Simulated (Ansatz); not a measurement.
# Run report: Mo, single-point calculation

- system: Mo (1 atom in the cell)
- method: DFT, revPBE, plane waves, PAW, Ueff = 4 eV on Mo d, no spin polarisation (Ansatz 0.2.0)

The structure derives from an entry of the Crystallography Open Database. Figures and captions count atoms from 1; the log counts them from 0 in places.

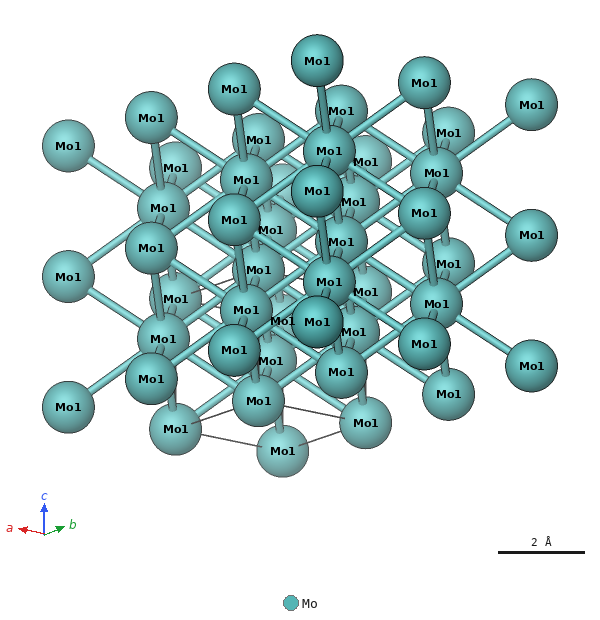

The structure (ball-and-stick view of the cell 2 times as large as that of the calculation, set on its symmetry axes, repeated 2 × 3 × 2, seen at an oblique angle; atoms are numbered from 1 in the order of the input).

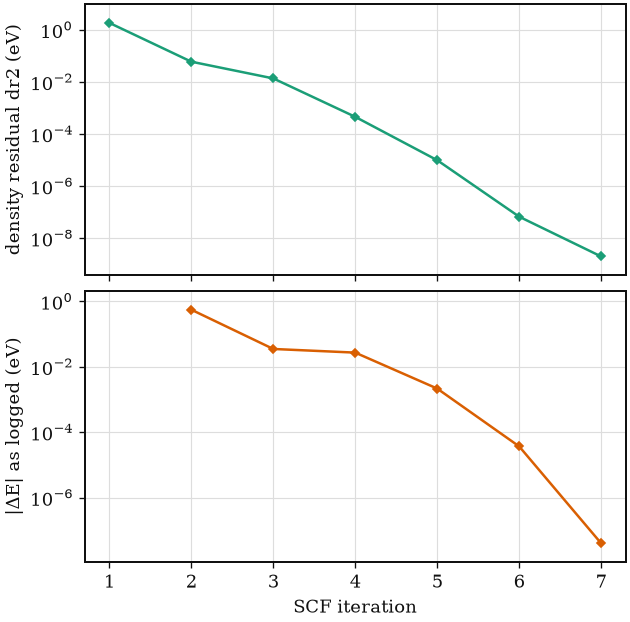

Convergence of the self-consistent field: density residual dr2 and size of the energy change against the SCF iteration. The residual falls at every step.

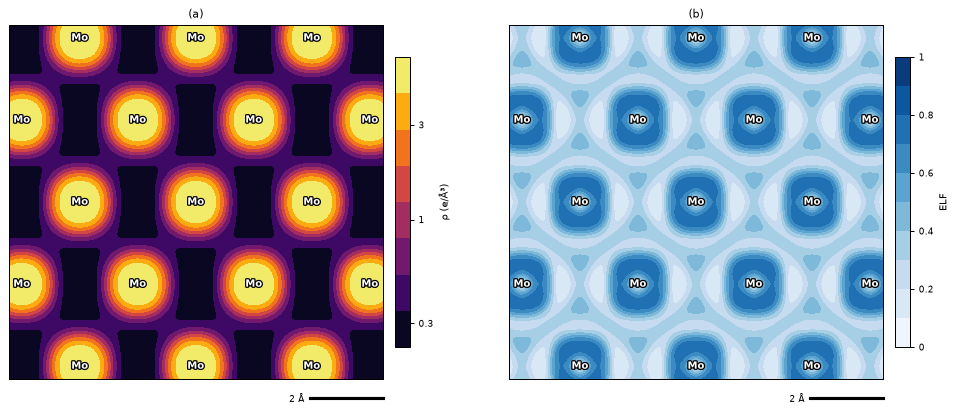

(a) valence charge density (pseudo); (b) electron localisation function on the (011) plane of the conventional cell. The plane passes through Mo nuclei. Mo–Mo (2.75 Å): ρ is about 0.37 e/Å³ halfway; the ELF is about 0.35 at the midpoint (no localised pair between them). Away from the nuclei the density in this plane falls to 0.23 e/Å³ at its lowest. The strong features right at Mo lie inside the PAW spheres (semicore, d or f shells) and say nothing about bonding. In a PAW calculation such maps are meaningful between the atoms, not at the nuclei.

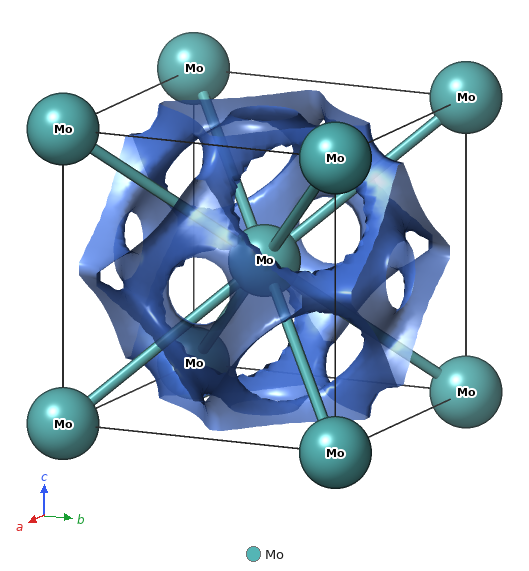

Isosurface of the ELF at 0.4 (blue), seen at an oblique angle. Core shells and regions of very low density are left out. Sticks mark near contacts. The outline is the cell set on symmetry axes. Values along the shortest contacts: Mo–Mo (2.75 Å): the ELF is about 0.35 at the midpoint (no shared electron pair).

The input that produced these results follows, with the program's output.

## Input file
```yaml
crystal:
  lattice:
    - [-1.58932724, 1.58932724, 1.58932724]
    - [1.58932724, -1.58932724, 1.58932724]
    - [1.58932724, 1.58932724, -1.58932724]
  atoms:
    - { symbol: Mo, position: [0.0, 0.0, 0.0] }
  symmetry: { tolerance: 0.0003 }
kpoints:
  mp_grid: { grid: [8, 8, 8], shift: [0, 0, 0] }
magnetization:
  spin_polarized: false
scf:
  occupations: { method: fermi_dirac, width: 0.0238 }
hamiltonian:
  pseudopotentials: { kind: paw }
  xc: revpbe
  hubbard: { sites: [{ species: Mo, l: d, u_eff: 4.0 }], double_counting: amf }
basis:
  ecutwfc: 500
output:
  forces: true
  stress: true
  eigenvalues: true
  write_density: true
  write_potential: true
  elf: true
  volumetric_format: npy
```

Command:
```bash
ansatz run input.yaml --threads 1 --pin off --max-ram 2560MiB --backend cpu --events-out ev --progress --plain --runs-dir out
```

## Log
```
Mo: projections on atomic orbitals take those of the free atom [Ar 3d10] 4s2 4p6 4d5 5s1, of charge +0.00 (hamiltonian.pseudopotentials.projection_atoms); the dataset's partial waves leave at most 6.0e-6 of an orbital's norm unspanned inside its sphere
Engine: ansatz 0.2.0, aarch64-unknown-linux-gnu
Pseudopotentials: kind: paw
Pseudopotential: Mo, paw, valence charge 14, recommended cutoff 420 eV (normal), Mo.paw.azcp
Functional definition: revPBE
  parameter kappa = 1.245
  parameter beta = 0.06672455060314922
  exchange = pbe_x(kappa = kappa, mu = beta*pi^2/3)
  correlation = pbe_c(beta = beta)
Crystal: 1 atoms, lattice volume = 16.058 Å³
Basis set: ecut = 500 eV, 381 PW (Γ), exchange–correlation on 48×48×48 points (8 copies of the dense FFT grid, shifted against one another)
Bands: 11, of which v1, the nominal top of the filled ones, is band 7 counted from 1 (6 counted from 0)
Symmetry: 48 space group operations
Space group: Im-3m (ITA 229), of the structure as read, at distance tolerance 7.6e-4 Å
k-points: 29 of 512
Non-local potential: Mo, projectors of the file, l = 0: 3, l = 1: 2, l = 2: 2, l = 3: 1
PAW form: soft (Blöchl's): semilocal exchange-correlation on the pseudo side does not see the compensation charge
PAW frozen core: Mo, regenerated for the run's functional, and the local potential with it (the file was generated under x = pbe(κ = 0.804, μ = 0.2195149727645171), c = pbe(β = 0.06672455060314922))
PAW one-centre angular grid: Mo, 590 points (default); XC on 64 Gauss nodes
Initial density: superposition of atomic densities (chi_scale 0.1, normalization cell)
Initial wavefunctions: pseudopotential atomic-orbital guess
Functional: x = revpbe(κ = 1.245, μ = 0.2195149727645171), c = pbe(β = 0.06672455060314922)
SCF iter   1: F=—  HF=-4961.622944 eV  |F-HF|=—  |Δ(HF+E_count)|=         —  Δρ=1.07e-1  dr2=1.86e0  ethr=3.10e-3  ⟨swp⟩=5.2  Hψ=1844  notcnv=0
preconditioner: auto → none  [insulator: Δε(μ)=0.464 eV  Ē_g=8.413 eV  σ=0.024 eV  W_gap=1.00  n_scr=0 (ndim 8)  ℏωp=22.7 eV  f_vac=0.000  D(μ)=0.00/eV (n_scr^D=0)  ε∞_Penn≈8.3]
SCF iter   2: F=—  HF=-4961.062394 eV  |F-HF|=—  |Δ(HF+E_count)|=   5.61e-1  Δρ=3.37e-2  dr2=6.01e-2  ethr=3.10e-3  ⟨swp⟩=2.2  Hψ=849  notcnv=0  defer=4
SCF iter   3: F=—  HF=-4961.097698 eV  |F-HF|=—  |Δ(HF+E_count)|=   3.53e-2  Δρ=1.65e-2  dr2=1.37e-2  ethr=4.29e-4  ⟨swp⟩=1.2  Hψ=349  notcnv=0  defer=4
SCF iter   4: F=—  HF=-4961.125001 eV  |F-HF|=—  |Δ(HF+E_count)|=   2.73e-2  Δρ=2.86e-3  dr2=4.59e-4  ethr=9.78e-5  ⟨swp⟩=2.0  Hψ=456  notcnv=0  defer=4
SCF iter   5: F=—  HF=-4961.127174 eV  |F-HF|=—  |Δ(HF+E_count)|=   2.17e-3  Δρ=4.64e-4  dr2=9.93e-6  ethr=3.28e-6  ⟨swp⟩=2.3  Hψ=528  notcnv=0  defer=4
SCF iter   6: F=—  HF=-4961.127211 eV  |F-HF|=—  |Δ(HF+E_count)|=   3.70e-5  Δρ=3.41e-5  dr2=6.74e-8  ethr=7.14e-10  ⟨swp⟩=8.0  Hψ=2279  notcnv=0
SCF iter   7: F=-4961.127211 eV  HF=-4961.127211 eV  |F-HF|=9.75e-10  |Δ(HF+E_count)|=   4.02e-8  Δρ=3.55e-6  dr2=2.00e-9  ethr=4.81e-10  ⟨swp⟩=4.9  Hψ=1670  notcnv=0
SCF 1 converged in 7 iterations: F = -4961.127211 eV  dr2 = 2.00e-9
  greatest PAW one-centre occupation: 0.998 electrons in one spin orbital (limit 2), on the Mo atom at site 0 (counted from 0), in its partial waves of l = 0
SCF converged after 7 iterations
Free energy (F): -4961.127211 eV
Harris-Foulkes:  -4961.127211 eV  (|F-HF|=9.75e-10)
Internal energy: -4961.124470 eV  (E = F + TS)
E sigma→0 (E₀):  -4961.125841 eV
Entropy (-TS):   -0.002741 eV (-2.741 meV/atom)
Fermi energy:    20.479530 eV
--- Per-component energies (eV) ---
  E_band       = -63.402676
  E_kinetic    = 439.993910
  E_local      = -802.101159  (includes V_loc(G=0)·N_el)
  E_nonlocal   = 141.564537
  E_hartree    = 264.715144
  E_xc         = -183.464427
  E_vxc        = -228.749085  (∫ρ·V_xc dr)
  E_hubbard    = -0.232709  (on-site DFT+U / exact-exchange correction)
  E_vhub       = -0.465409  (the Hubbard potential's part of the band-sum identity)
  E_paw        = -3205.894660  (= ΣΔE_a)
  E_vpaw       = -143.074450  (= ΣTr[D̂ρ^β])
  E_aug_tail   = 0.000004  (compensation charges beyond the density's cutoff)
  E_ewald      = -1615.639522
  E_core_change = -0.065588  (= ΣΔE_core)
  E_smearing   = -0.002741  (= −TS)
  E_closure    = 0.000000  (closes the sum)
  Σ components = -4961.127211   (vs F -4961.127211, Δ=0.00e0)
DFT+U double counting: amf (around mean field; hamiltonian.hubbard.double_counting)
--- Forces (eV/Å), atoms counted from 1 ---
  atom   1  Mo    -0.00000000    -0.00000000    -0.00000000
  max |Σ_I F_I| component: 6.98e-32 eV/Å
--- Stress (GPa, compression-positive) ---
        3.061270      -0.000000       0.000000
       -0.000000       3.061270       0.000000
        0.000000       0.000000       3.061270
  P = ⅓ Tr σ = 3.0613 GPa (30.613 kbar)
--- Band table (eV; the first three rows and the last of 29) ---
  k-point 0: bands = ["-40.8019", "-14.1177", "-14.1177", "-14.1177", "13.3758", "18.8411", "18.8411", "18.8411", "22.6466", "22.6466", "35.1528"]
  k-point 1: bands = ["-40.7680", "-14.3169", "-14.1801", "-14.1190", "14.0134", "18.4933", "18.7798", "19.4585", "22.2106", "22.6640", "35.5382"]
  k-point 2: bands = ["-40.6875", "-14.7803", "-14.3274", "-14.1223", "15.2758", "17.7547", "18.8601", "21.1694", "21.9502", "22.7983", "35.0891"]
  k-point 28: bands = ["-40.3982", "-15.0045", "-15.0045", "-15.0045", "15.8067", "15.8067", "23.9668", "23.9668", "23.9668", "29.3573", "29.3573"]
Occupation matrices written to [file]
```

## File rho_z.tsv
```
# z_ang	rho[e/angstrom^3]
# format = ansatz-planar-average/11
# lattice	-1.589327240	1.589327240	1.589327240
# lattice	1.589327240	-1.589327240	1.589327240
# lattice	1.589327240	1.589327240	-1.589327240
# sites	1
# site	42	0.000000000	0.000000000	0.000000000
0.000000	1.579964e0
0.114700	1.554703e0
0.229400	1.478171e0
0.344099	1.351248e0
0.458799	1.181922e0
0.573499	9.878379e-1
0.688199	7.934635e-1
0.802899	6.221224e-1
0.917599	4.887537e-1
1.032298	3.977708e-1
1.146998	3.440276e-1
1.261698	3.172532e-1
1.376398	3.092295e-1
1.491098	3.172532e-1
1.605797	3.440276e-1
1.720497	3.977708e-1
1.835197	4.887537e-1
1.949897	6.221224e-1
2.064597	7.934635e-1
2.179296	9.878379e-1
2.293996	1.181922e0
2.408696	1.351248e0
2.523396	1.478171e0
2.638096	1.554703e0
```

## File v_z.tsv
```
# z_ang	v_es[eV]	v_tot[eV]
# format = ansatz-planar-average/11
# xc	revpbe
# density_cutoff_ev	2000
# datasets	Mo=:simpson_from_first_knot:soft:shift=242755
# lattice	-1.589327240	1.589327240	1.589327240
# lattice	1.589327240	-1.589327240	1.589327240
# lattice	1.589327240	1.589327240	-1.589327240
# sites	1
# site	42	0.000000000	0.000000000	0.000000000
0.000000	-2.689555e0	-1.808332e1
0.114700	-2.325730e0	-1.765172e1
0.229400	-1.256610e0	-1.637599e1
0.344099	4.524491e-1	-1.431896e1
0.458799	2.696123e0	-1.159513e1
0.573499	5.330659e0	-8.373363e0
0.688199	8.174229e0	-4.879034e0
0.802899	1.101137e1	-1.387764e0
0.917599	1.361068e1	1.805413e0
1.032298	1.576053e1	4.434299e0
1.146998	1.731413e1	6.315183e0
1.261698	1.822170e1	7.395953e0
1.376398	1.851459e1	7.739502e0
1.491098	1.822170e1	7.395953e0
1.605797	1.731413e1	6.315183e0
1.720497	1.576053e1	4.434299e0
1.835197	1.361068e1	1.805413e0
1.949897	1.101137e1	-1.387764e0
2.064597	8.174229e0	-4.879034e0
2.179296	5.330659e0	-8.373363e0
2.293996	2.696123e0	-1.159513e1
2.408696	4.524491e-1	-1.431896e1
2.523396	-1.256610e0	-1.637599e1
2.638096	-2.325730e0	-1.765172e1
```

## Results in brief

```tsv
quantity	value
outcome	converged
space group (tolerance 0.01 Å)	Im-3m (229)
electrons treated	14
free energy	−4961.1272 eV
Fermi energy	20.480 eV
pressure	3.06 GPa
largest force (length of the vector)	under 0.001 eV/Å
hardware	1 thread of Arm Neoverse V1, 24 GiB of memory available, shared host
wall time	1.5 s
peak memory	0.25 GiB
```

## Remarks

Settings chosen away from the usual ones: hamiltonian.hubbard set to {"sites": [{"species": "Mo", "l": "d", "u_eff": 4.0}], "double_counting": "amf"}; hamiltonian.xc set to revpbe (from r2scan).
